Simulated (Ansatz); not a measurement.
```yaml
crystal:
  lattice:
    - [3.76072, 0.00000, 0.00000]
    - [0.00000, 8.12902, 0.00000]
    - [0.00000, 0.00000, 25.47510]
  atoms:
    - { symbol: Se, position: [0.00000, 0.47865, 0.29441] }
    - { symbol: Pt, position: [0.50000, 0.67896, 0.30879] }
    - { symbol: Se, position: [0.00000, 0.87928, 0.32317] }
    - { symbol: Se, position: [0.50000, 0.15761, 0.37089] }
    - { symbol: Pt, position: [0.00000, 0.35792, 0.38527] }
    - { symbol: Se, position: [0.50000, 0.55824, 0.39965] }
    - { symbol: Se, position: [0.00000, 0.83657, 0.44738] }
    - { symbol: Pt, position: [0.50000, 0.03688, 0.46176] }
    - { symbol: Se, position: [0.00000, 0.23720, 0.47614] }
    - { symbol: Se, position: [0.50000, 0.51553, 0.52386] }
    - { symbol: Pt, position: [0.00000, 0.71584, 0.53824] }
    - { symbol: Se, position: [0.50000, 0.91616, 0.55262] }
    - { symbol: Se, position: [0.00000, 0.19449, 0.60035] }
    - { symbol: Pt, position: [0.50000, 0.39480, 0.61473] }
    - { symbol: Se, position: [0.00000, 0.59512, 0.62911] }
    - { symbol: Se, position: [0.50000, 0.87345, 0.67683] }
    - { symbol: Pt, position: [0.00000, 0.07376, 0.69121] }
    - { symbol: Se, position: [0.50000, 0.27408, 0.70559] }
```

Not relaxed (largest force 1.2 eV/Å).

These are results of DFT PBEsol, scalar-relativistic, plane waves, PAW in Ansatz, not measurements.

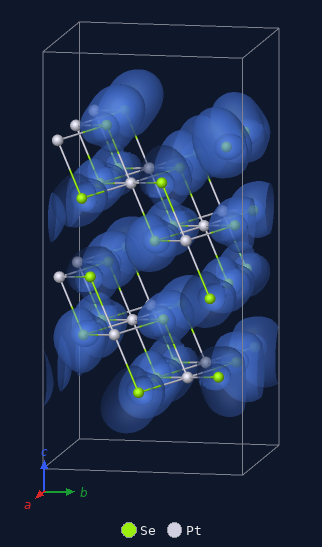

PtSe2 (slab). Isosurface of the ELF at 0.65 (blue), seen slightly off an axis. Core shells and regions of very low density are left out. Sticks mark near contacts.

Identify the bonds, lone pairs and shells in this picture.

At this value the surface marks out twelve regions wrapped around Se (the valence shell of each), counted in one cell of 18 atoms. Counts are for one cell; the picture repeats the cell along the surface. Along the contacts the grid gives the following. Pt–Se (2.51 Å): the ELF is about 0.45 at the midpoint.
